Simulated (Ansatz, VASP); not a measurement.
# GaAs (GaAs(110)): VASP beside Ansatz, part 3 of 3

Aim: how closely do two programs agree when they are given the same cell, functional and k mesh?  The structure shown is the end of the VASP relaxation below.

VASP 6.6.1 and Ansatz 0.2.0.

So far: Set-up; VASP: relaxation, PBE; Ansatz: single point, PBE; Side by side; What moves the difference; VASP: band structure, PBE.

## Step 7: Ansatz: band structure, PBE

Level of this step: Ansatz beside VASP: Kohn-Sham DFT, plane waves, PBE (Ansatz).

The same cell, functional, mesh and smearing now go to Ansatz, which takes its cutoff from its data sets.

input.yaml reads:

```yaml
crystal:
  lattice:
    - [4.1549222447, 0.0, 0.0]
    - [0.0, 5.8759473891, 0.0]
    - [0.0, 0.0, 32.1518438136]
  atoms:
    - { symbol: Ga, position: [0.0, 0.0577497807, 0.263220443] }
    - { symbol: Ga, position: [0.5, 0.4843683325, 0.3082859639] }
    - { symbol: Ga, position: [0.0, 0.9930770182, 0.3744059091] }
    - { symbol: Ga, position: [0.5, 0.4947087697, 0.4364033764] }
    - { symbol: Ga, position: [0.0, 0.9973500076, 0.5] }
    - { symbol: Ga, position: [0.5, 0.4947087697, 0.5635966236] }
    - { symbol: Ga, position: [0.0, 0.9930770182, 0.6255940909] }
    - { symbol: Ga, position: [0.5, 0.4843683325, 0.6917140361] }
    - { symbol: Ga, position: [0.0, 0.0577497807, 0.736779557] }
    - { symbol: As, position: [0.0, 0.7313785412, 0.3115008013] }
    - { symbol: As, position: [0.5, 0.2598483475, 0.2416183464] }
    - { symbol: As, position: [0.0, 0.7417905528, 0.4372233353] }
    - { symbol: As, position: [0.5, 0.2411667067, 0.3732724529] }
    - { symbol: As, position: [0.0, 0.7417905528, 0.5627766647] }
    - { symbol: As, position: [0.5, 0.2444738938, 0.5] }
    - { symbol: As, position: [0.0, 0.7313785412, 0.6884991987] }
    - { symbol: As, position: [0.5, 0.2411667067, 0.6267275471] }
    - { symbol: As, position: [0.5, 0.2598483475, 0.7583816536] }
hamiltonian:
  xc: pbe
  pseudopotentials: { kind: paw }
kpoints:
  mp_grid: { grid: [6, 4, 1] }
  band_path:
    path:
      - [0.0, 0.0, 0.0]
      - [0.07692, 0.0, 0.0]
      - [0.15385, 0.0, 0.0]
      - [0.26923, 0.0, 0.0]
      - [0.34615, 0.0, 0.0]
      - [0.42308, 0.0, 0.0]
      - [0.5, 0.0, 0.0]
      - [0.5, 0.07692, 0.0]
      - [0.5, 0.19231, 0.0]
      - [0.5, 0.26923, 0.0]
      - [0.5, 0.34615, 0.0]
      - [0.5, 0.46154, 0.0]
      - [0.5, 0.5, 0.0]
      - [0.42308, 0.5, 0.0]
      - [0.30769, 0.5, 0.0]
      - [0.23077, 0.5, 0.0]
      - [0.11538, 0.5, 0.0]
      - [0.03846, 0.5, 0.0]
      - [0.0, 0.5, 0.0]
      - [0.0, 0.38462, 0.0]
      - [0.0, 0.30769, 0.0]
      - [0.0, 0.23077, 0.0]
      - [0.0, 0.11538, 0.0]
      - [0.0, 0.03846, 0.0]
      - [0.03846, 0.03846, 0.0]
      - [0.11538, 0.11538, 0.0]
      - [0.19231, 0.19231, 0.0]
      - [0.30769, 0.30769, 0.0]
      - [0.38462, 0.38462, 0.0]
      - [0.5, 0.5, 0.0]
    npoints: 1
scf:
  occupations: { method: gaussian, width: 0.03 }
  n_extra_bands: 15
efield:
  axis: 3
  dipole_correction: true
  ramp_width: 0.04
output:
  forces: true
  eigenvalues: true
```

Started as:

```bash
> ansatz run input.yaml --threads 8 --pin off --max-ram 18432MiB --backend cpu --events-out ev --progress --plain --runs-dir out
```

Numbers of over 12 decimals in the logs are rounded to 6 here.

Output:

```text
[...]
Crystal: 18 atoms, lattice volume = 784.958 Å³
Basis set: ecut = 420 eV, 15229 PW (Γ), exchange–correlation on 60×80×432 points (8 copies of the dense FFT grid, shifted against one another)
Bands: 141, of which v1, the nominal top of the filled ones, is band 126 counted from 1 (125 counted from 0)
Symmetry: 2 space group operations
[...]
k-point 0: bands = [... 122 lower, 1.5979, 1.6131, 1.6733, 1.7671, 2.2892, 3.0781, 3.2882, 3.3734, ... 11 higher]
  k-point 1: bands = [... 122 lower, 1.2282, 1.2365, 1.3758, 1.4390, 2.9614, 3.0089, 3.2087, 3.2685, ... 11 higher]
  k-point 2: bands = [... 122 lower, 0.7848, 0.8323, 1.0085, 1.0402, 2.6249, 2.7185, 2.9411, 3.2025, ... 11 higher]
  k-point 11: bands = [... 122 lower, 0.6179, 0.7629, 1.0448, 1.2070, 2.7145, 3.2878, 3.3310, 4.2365, ... 11 higher]
[key lines of the parts left out:]
SCF converged after 10 iterations
Free energy (F): -77756.822253 eV
Fermi energy:    2.028178 eV
Dipole field:    D = 0.000076 V/Å  (p = 0.000329 e·Å, saw-weighted, corrected)
Work function:   Φ+ = 4.7425 eV   Φ− = 4.7449 eV
```

It took 1.9 min on 8 threads of Arm Neoverse N1, shared host; peak memory 5.6 GiB.

## Step 8: Side by side

Both answers:

```
                     quantity  Ansatz   VASP  difference
gap over the path points (eV)   0.522  0.552      -0.029
```

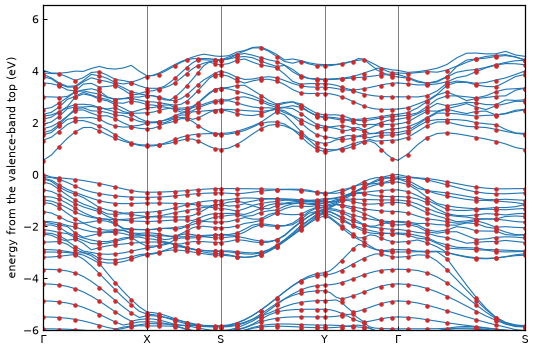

Bands from VASP (lines) and levels from Ansatz (dots). Dots without a line are higher empty bands that the VASP plot leaves out.

Levels at points of the path, from each program's valence-band top (eV; 4 filled, then empty):

```
k (reciprocal lattice)                                  Ansatz                                    VASP
     0.000 0.000 0.000   -0.17 -0.15 -0.09 0.00 0.52 1.31 1.52   -0.17 -0.15 -0.09 0.00 0.55 1.33 1.53
     0.077 0.000 0.000  -0.49 -0.41 -0.19 -0.14 1.06 1.66 1.87  -0.48 -0.40 -0.19 -0.13 1.08 1.68 1.88
     0.154 0.000 0.000  -0.77 -0.70 -0.45 -0.19 1.62 2.06 2.17  -0.76 -0.70 -0.45 -0.19 1.65 2.08 2.19
     0.269 0.000 0.000  -1.28 -1.02 -0.75 -0.35 1.67 1.86 2.13  -1.27 -1.01 -0.73 -0.34 1.69 1.87 2.14
     0.346 0.000 0.000  -1.44 -1.13 -0.84 -0.49 1.39 1.52 1.86  -1.43 -1.11 -0.82 -0.48 1.40 1.53 1.87
     0.423 0.000 0.000  -1.49 -1.13 -0.89 -0.63 1.19 1.21 1.82  -1.48 -1.12 -0.87 -0.62 1.20 1.22 1.84
     0.500 0.000 0.000  -1.47 -1.11 -0.90 -0.70 1.08 1.12 1.75  -1.45 -1.10 -0.88 -0.68 1.09 1.13 1.76
     0.500 0.077 0.000  -1.43 -1.11 -0.89 -0.70 1.14 1.14 1.84  -1.41 -1.10 -0.87 -0.68 1.14 1.15 1.85
     0.500 0.192 0.000  -1.29 -1.12 -0.84 -0.67 1.25 1.35 2.05  -1.28 -1.11 -0.82 -0.65 1.26 1.36 2.06
     0.500 0.269 0.000  -1.18 -1.14 -0.80 -0.64 1.36 1.48 2.13  -1.17 -1.14 -0.78 -0.62 1.37 1.50 2.15
```

At this near-relaxed geometry the largest component of a force difference is 66 meV/Å. Among the levels compared (up to four filled and three empty ones at each point), filled levels agree within 25 meV and empty ones within 31 meV.

## Step 9: Outcome

| Item | Value |
| --- | --- |
| r.m.s. force difference (single point, PBE) | 14 meV/Å |
| r.m.s. force difference (band structure, PBE) | 14 meV/Å |

**Reading.** The r.m.s. force difference is 14 meV/Å (band structure, PBE), beyond the 12 meV/Å picked in this series as the mark of a large difference. For single point, PBE: no further run halves the r.m.s. force difference; only Ansatz's side was varied. No further run finished for the band structure, PBE pair; the unlike valence counts (252 against 72 electrons) are a candidate cause, untested here. 3 further runs on this material are not shown. Differences of this kind measure data sets and numerical settings, not the functional's error against experiment.

[Lines on the potential files, build, host, timing and source positions are cut from VASP's logs without a mark.]

[Logs are printed without paths, hosts, clocks, repeated set-up lines and the standing remarks that a program may print on its own settings, such as how far it seeks lower states.]

[Hosts, paths, dates, database ids (printed as entryN), source tags and the programs' standing remarks are cut or masked in the printed files.]
